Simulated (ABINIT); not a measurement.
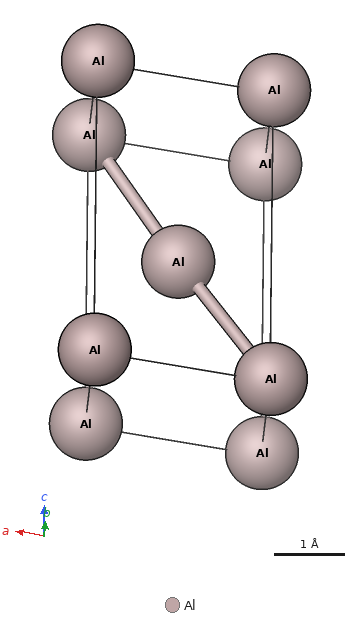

Figure 1. The structure as given in the input (ball-and-stick view of the cell of the calculation, set on other vectors, seen at an oblique angle).

Phonon calculation of Al (part 1 of 2)

- system: Al (P-1, 2 atoms in the cell)
- method: Kohn-Sham DFT of a periodic cell, PBE with D3, PseudoDojo NC SR PBE v0.4.1 standard, no spin polarisation (ABINIT 10.8.3)

The structure derives from a Materials Project entry.

The input:
```
ndtset 2

pp_dirpath "./"
pseudos "Al.upf"

acell 3*1.0
rprim
    -2.6575548437     3.5635385673     3.1441619097
     2.8393636745    -3.1818444470     2.9442766391
     4.9237601626     6.1722246777     0.5635029322
ntypat 1
znucl 13
natom 2
typat 1 1
chkprim 0
chksymtnons 0
tolsym 1.0e-6
xred
   0.0063271800   0.0046127300   0.0070204900
   0.4936728200   0.4953872700   0.4929795100

ecut 20.0

ngkpt 12 12 8
nshiftk 1
shiftk 0.0 0.0 0.0

ixc 11
vdw_xc 6

nband 11
occopt 3
tsmear 0.00099958

nstep 80
diemix 0.1

prteig 0
prtebands 0
prtwf 0
prtden 0
prtpot 0

kptopt1 1
tolvrs1 1.0e-15
prtwf1 1
tolwfr1 1.0e-14
nbdbuf1 4
nline1 6

rfphon2 1
rfatpol2 1 2
rfdir2 1 1 1
getwfk2 1
kptopt2 2
nqpt2 1
qpt2 0.0 0.0 0.0
tolvrs2 1.0e-11
```

File mrgddb.in:
```
merged_DDB
Al
2
runo_DS1_DDB
runo_DS2_DDB
```

File anaddb.abi:
```
ddb_filepath "merged_DDB"
output_file "anaddb.abo"
outdata_prefix "ana"
asr 2
chneut 0
dipdip 0
dieflag 0
enunit 0
eivec 1
nph1l 1
qph1l 0.0 0.0 0.0 1.0
```

Hardware: 1 thread of Arm Neoverse V2, 24 GiB of memory available, shared host.

Launch command:
```bash
abinit run.abi > log 2>&1
mrgddb < mrgddb.in > mrgddb.log 2>&1
anaddb anaddb.abi > anaddb.log 2>&1
```

The program's output:
```
.Version 10.8.3 of ABINIT
 DATASET    1 : space group P-1 (#  2); Bravais aP (primitive triclinic)
================================================================================
 Values of the parameters that define the memory need for DATASET  1.
     intxc =       0    ionmov =       0      iscf =       7    lmnmax =       6
     lnmax =       6     mgfft =      32  mpssoang =       3    mqgrid =    3001
     natom =       2  nloc_mem =       1    nspden =       1   nspinor =       1
    nsppol =       1      nsym =       2    n1xccc =    2501    ntypat =       1
    occopt =       3   xclevel =       2
       mpw =         885          nfft =       18432          nkpt =         580
================================================================================
================================================================================

 DATASET    2 : space group P-1 (#  2); Bravais aP (primitive triclinic)
================================================================================
 Values of the parameters that define the memory need for DATASET  2 (RF).
     intxc =       0      iscf =       7    lmnmax =       6     lnmax =       6
     mgfft =      32  mpssoang =       3    mqgrid =    3001     natom =       2
  nloc_mem =       1    nspden =       1   nspinor =       1    nsppol =       1
      nsym =       2    n1xccc =    2501    ntypat =       1    occopt =       3
   xclevel =       2
      nfft =       18432          nkpt =         580
================================================================================
================================================================================

--------------------------------------------------------------------------------
------------- Echo of variables that govern the present computation ------------
--------------------------------------------------------------------------------
 -outvars: echo values of preprocessed input variables --------
            acell      1.0000000000E+00  1.0000000000E+00  1.0000000000E+00 Bohr
              amu      2.69815390E+01
          chkprim           0
      chksymtnons           0
           diemix      1.00000000E-01
             ecut      2.00000000E+01 Hartree
           getwfk1          0
           getwfk2          1
                       outvar_i_n : Printing only first  50 k-points.
              ixc          11
           jdtset        1    2
                       outvar_i_n : Printing only first  50 k-points.
           kptopt1          1
           kptopt2          2
         kptrlatt       12    0    0      0   12    0      0    0    8
          kptrlen      6.21860391E+01
            natom           2
            nband          11
           nbdbuf1          4
           nbdbuf2          2
           ndtset           2
            ngfft          24      24      32
             nkpt         580
            nline1          6
            nline2          4
             nqpt1          0
             nqpt2          1
            nstep          80
             nsym           2
           ntypat           1
                       prtocc : prtvol=0, do not print more k-points.
           occopt           3
        optdriver1          0
        optdriver2          1
           prtden           0
        prtebands           0
           prteig           0
            prtwf1          1
            prtwf2          0
           rfphon1          0
           rfphon2          1
            rprim     -2.6575548437E+00  3.5635385673E+00  3.1441619097E+00
                       2.8393636745E+00 -3.1818444470E+00  2.9442766391E+00
                       4.9237601626E+00  6.1722246777E+00  5.6350293220E-01
          spgroup           2
           tolsym      1.00000000E-06
           tolvrs1     1.00000000E-15
           tolvrs2     1.00000000E-11
           tolwfr1     1.00000000E-14
           tolwfr2     0.00000000E+00
           tsmear      9.99580000E-04 Hartree
            typat      1  1
           vdw_xc           6
                       outvars : Printing only first  50 k-points.
           xangst      1.6324904814E-02  2.7095038557E-02  1.9807578316E-02
                       1.3345504743E+00  1.7069971953E+00  1.7402203405E+00
            xcart      3.0849599130E-02  5.1202202244E-02  3.7430898234E-02
                       2.5219348976E+00  3.2257571968E+00  3.2885398423E+00
             xred      6.3271800000E-03  4.6127300000E-03  7.0204900000E-03
                       4.9367282000E-01  4.9538727000E-01  4.9297951000E-01
            znucl       13.00000

================================================================================

 chkinp: Checking input parameters for consistency, jdtset=   1.

 chkinp: Checking input parameters for consistency, jdtset=   2.

================================================================================
== DATASET  1 ==================================================================

--- !DatasetInfo
iteration_state: {dtset: 1, }
dimensions: {natom: 2, nkpt: 580, mband: 11, nsppol: 1, nspinor: 1, nspden: 1, mpw: 885, }
cutoff_energies: {ecut:  20.0, pawecutdg:  -1.0, }
electrons: {nelect:   6.00000000E+00, charge:   0.00000000E+00, occopt:   3.00000000E+00, tsmear:   9.99580000E-04, }
meta: {optdriver: 0, ionmov: 0, optcell: 0, iscf: 7, paral_kgb: 0, }
...

 Exchange-correlation functional for the present dataset will be:
  GGA: Perdew-Burke-Ernzerhof functional - ixc=11
  J.P.Perdew, K.Burke, M.Ernzerhof, PRL 77, 3865 (1996)

 Real(R)+Recip(G) space primitive vectors, cartesian coordinates (Bohr,Bohr^-1):
 R(1)= -2.6575548  3.5635386  3.1441619  G(1)= -0.0981699  0.0634132  0.1632017
 R(2)=  2.8393637 -3.1818444  2.9442766  G(2)=  0.0855467 -0.0834827  0.1669249
 R(3)=  4.9237602  6.1722247  0.5635029  G(3)=  0.1007787  0.0823683 -0.0081732
 Unit cell volume ucvol=  2.0337915E+02 bohr^3
 Angles (23,13,12)=  9.55954203E+01  7.56507694E+01  1.09949217E+02 degrees

 getcut: wavevector=  0.0000  0.0000  0.0000  ngfft=  24  24  32
         ecut(hartree)=     20.000   => boxcut(ratio)=   2.00887

--- Pseudopotential description ------------------------------------------------
- pspini: atom type   1  psp file is ./Al.upf
  13.00000   3.00000  171031                  znucl, zion, pspdat
12 -101130 2 -1 1876                          pspcod,pspxc,lmax,lloc,mmax
     nproj     2     2     2

   4.89768654E+01                                ecore*ucvol(ha*bohr**3)
--------------------------------------------------------------------------------

================================================================================

--- !BeginCycle
iteration_state: {dtset: 1, }
solver: {iscf: 7, nstep: 80, nline: 6, wfoptalg: 0, }
tolerances: {tolwfr: 1.00E-14, tolvrs: 1.00E-15, }
...

     iter   Etot(hartree)      deltaE(h)  residm     vres2
 ETOT  1  -4.6267985389955    -4.627E+00 1.259E-02 2.045E+00
 ETOT  2  -4.6301190037259    -3.320E-03 8.651E-08 1.693E+00
 ETOT  3  -4.6303959829516    -2.770E-04 2.113E-05 6.441E-02
 ETOT  4  -4.6303994753031    -3.492E-06 3.349E-08 4.945E-02
 ETOT  5  -4.6304098318436    -1.036E-05 6.133E-07 8.671E-04
 ETOT  6  -4.6304099730721    -1.412E-07 4.646E-09 2.609E-04
 ETOT  7  -4.6304100343975    -6.133E-08 3.958E-09 2.501E-06
 ETOT  8  -4.6304100348779    -4.804E-10 3.276E-11 8.283E-08
 ETOT  9  -4.6304100348968    -1.890E-11 9.918E-13 4.643E-09
 ETOT 10  -4.6304100348976    -7.638E-13 4.490E-14 9.046E-11
 ETOT 11  -4.6304100348976    -2.309E-14 8.831E-15 1.646E-11
 ETOT 12  -4.6304100348976     1.954E-14 8.556E-15 3.297E-12
 ETOT 13  -4.6304100348976    -1.688E-14 9.053E-15 5.220E-14
 ETOT 14  -4.6304100348976     1.776E-14 9.049E-15 3.718E-14
 ETOT 15  -4.6304100348976    -9.770E-15 9.046E-15 8.577E-16

 At SCF step   15  max residual=  9.05E-15 < tolwfr=  1.00E-14 AND vres2   =  8.58E-16 < tolvrs=  1.00E-15 =>converged.

 Cartesian components of stress tensor (hartree/bohr^3)
  sigma(1 1)= -3.90655108E-04  sigma(3 2)=  4.00812409E-04
  sigma(2 2)= -5.56122598E-04  sigma(3 1)=  2.02353325E-04
  sigma(3 3)= -3.44863841E-04  sigma(2 1)= -3.28143452E-04

--- !ResultsGS
iteration_state: {dtset: 1, }
comment   : Summary of ground state results
lattice_vectors:
- [ -2.6575548,   3.5635386,   3.1441619, ]
- [  2.8393637,  -3.1818444,   2.9442766, ]
- [  4.9237602,   6.1722247,   0.5635029, ]
lattice_lengths: [   5.44492,    5.18217,    7.91564, ]
lattice_angles: [ 95.595,  75.651, 109.949, ] # degrees, (23, 13, 12)
lattice_volume:   2.0337915E+02
convergence: {deltae: -9.770E-15, res2:  8.577E-16, residm:  9.046E-15, diffor: null, }
etotal    :  -4.63041003E+00
entropy   :   0.00000000E+00
fermie    :   2.84675786E-01
cartesian_stress_tensor: # hartree/bohr^3
- [ -3.90655108E-04,  -3.28143452E-04,   2.02353325E-04, ]
- [ -3.28143452E-04,  -5.56122598E-04,   4.00812409E-04, ]
- [  2.02353325E-04,   4.00812409E-04,  -3.44863841E-04, ]
pressure_GPa:   1.2667E+01
xred      :
- [  6.3272E-03,   4.6127E-03,   7.0205E-03, Al]
- [  4.9367E-01,   4.9539E-01,   4.9298E-01, Al]
cartesian_forces: # hartree/bohr
- [ -7.11641601E-03,  -5.46827745E-03,   2.61581538E-03, ]
- [  7.11641601E-03,   5.46827745E-03,  -2.61581538E-03, ]
force_length_stats: {min:   9.34815090E-03, max:   9.34815090E-03, mean:   9.34815090E-03, }
...

 Integrated electronic density in atomic spheres:
 ------------------------------------------------
 Atom  Sphere_radius  Integrated_density
    1        2.00000          0.96051544
    2        2.00000          0.96051544
================================================================================

 ----iterations are completed or convergence reached----

 Mean square residual over all n,k,spin=   30.159E-16; max=  90.457E-16
 reduced coordinates (array xred) for    2 atoms
       0.006327180000      0.004612730000      0.007020490000
       0.493672820000      0.495387270000      0.492979510000
 rms dE/dt=  3.9218E-02; max dE/dt=  6.7317E-02; dE/dt below (all hartree)
    1      -0.007650395310     -0.004894799240      0.067316943056
    2       0.007650395310      0.004894799240     -0.067316943056

 cartesian coordinates (angstrom) at end:
    1      0.01632490481414     0.02709503855708     0.01980757831550
    2      1.33455047426953     1.70699719527169     1.74022034049325

 cartesian forces (hartree/bohr) at end:
    1     -0.00711641601053    -0.00546827745259     0.00261581537670
    2      0.00711641601053     0.00546827745259    -0.00261581537670
 frms,max,avg= 5.3971574E-03 7.1164160E-03   0.000E+00  0.000E+00  0.000E+00 h/b

 cartesian forces (eV/Angstrom) at end:
    1     -0.36594082453111    -0.28119013233706     0.13451063489725
    2      0.36594082453111     0.28119013233706    -0.13451063489725
 frms,max,avg= 2.7753299E-01 3.6594082E-01   0.000E+00  0.000E+00  0.000E+00 e/A
 length scales=  1.000000000000  1.000000000000  1.000000000000 bohr
              =  0.529177210544  0.529177210544  0.529177210544 angstroms
 Fermi (or HOMO) energy (hartree) =   0.28468   Average Vxc (hartree)=  -0.37456
 Eigenvalues (hartree) for nkpt= 580  k points:
 kpt#   1, nband= 11, wtk=  0.00087, kpt=  0.0000  0.0000  0.0000 (reduced coord)
  -0.14687    0.14788    0.20079    0.56428    0.56693    0.63664    0.65092    0.67823
   0.69549    0.77984    0.85728
      occupation numbers for kpt#   1
   2.00000    2.00000    2.00000    0.00000    0.00000    0.00000    0.00000    0.00000
   0.00000    0.00000    0.00000
 prteigrs : prtvol=0 or 1, do not print more k-points.

--- !EnergyTerms
iteration_state     : {dtset: 1, }
comment             : Components of total free energy in Hartree
kinetic             :  1.82994048883928E+00
hartree             :  1.58560493364388E-02
xc                  : -2.22242649671141E+00
Ewald energy        : -5.53889444734594E+00
psp_core            :  2.40815567226274E-01
local_psp           :  2.53951131179969E-01
non_local_psp       :  8.03587404767943E-01
VdWaals_dft_d       : -1.31734291354776E-02
internal            : -4.63034373184292E+00
'-kT*entropy'       : -6.63030546482429E-05
total_energy        : -4.63041003489757E+00
total_energy_eV     : -1.25999875936864E+02
band_energy         :  6.80814925982060E-01
...

 Cartesian components of stress tensor (hartree/bohr^3)
  sigma(1 1)= -3.90655108E-04  sigma(3 2)=  4.00812409E-04
  sigma(2 2)= -5.56122598E-04  sigma(3 1)=  2.02353325E-04
  sigma(3 3)= -3.44863841E-04  sigma(2 1)= -3.28143452E-04

-Cartesian components of stress tensor (GPa)         [Pressure=  1.2667E+01 GPa]
- sigma(1 1)= -1.14934701E+01  sigma(3 2)=  1.17923082E+01
- sigma(2 2)= -1.63616917E+01  sigma(3 1)=  5.95344037E+00
- sigma(3 3)= -1.01462445E+01  sigma(2 1)= -9.65431369E+00

================================================================================
== DATASET  2 ==================================================================

--- !DatasetInfo
iteration_state: {dtset: 2, }
dimensions: {natom: 2, nkpt: 580, mband: 11, nsppol: 1, nspinor: 1, nspden: 1, mpw: 885, }
cutoff_energies: {ecut:  20.0, pawecutdg:  -1.0, }
electrons: {nelect:   6.00000000E+00, charge:   0.00000000E+00, occopt:   3.00000000E+00, tsmear:   9.99580000E-04, }
meta: {optdriver: 1, rfphon: 1, }
...

 mkfilename : getwfk/=0, take file _WFK from output of DATASET   1.

 Exchange-correlation functional for the present dataset will be:
  GGA: Perdew-Burke-Ernzerhof functional - ixc=11
  J.P.Perdew, K.Burke, M.Ernzerhof, PRL 77, 3865 (1996)

 Real(R)+Recip(G) space primitive vectors, cartesian coordinates (Bohr,Bohr^-1):
 R(1)= -2.6575548  3.5635386  3.1441619  G(1)= -0.0981699  0.0634132  0.1632017
 R(2)=  2.8393637 -3.1818444  2.9442766  G(2)=  0.0855467 -0.0834827  0.1669249
 R(3)=  4.9237602  6.1722247  0.5635029  G(3)=  0.1007787  0.0823683 -0.0081732
 Unit cell volume ucvol=  2.0337915E+02 bohr^3
 Angles (23,13,12)=  9.55954203E+01  7.56507694E+01  1.09949217E+02 degrees
 setup1 : take into account q-point for computing boxcut.
```
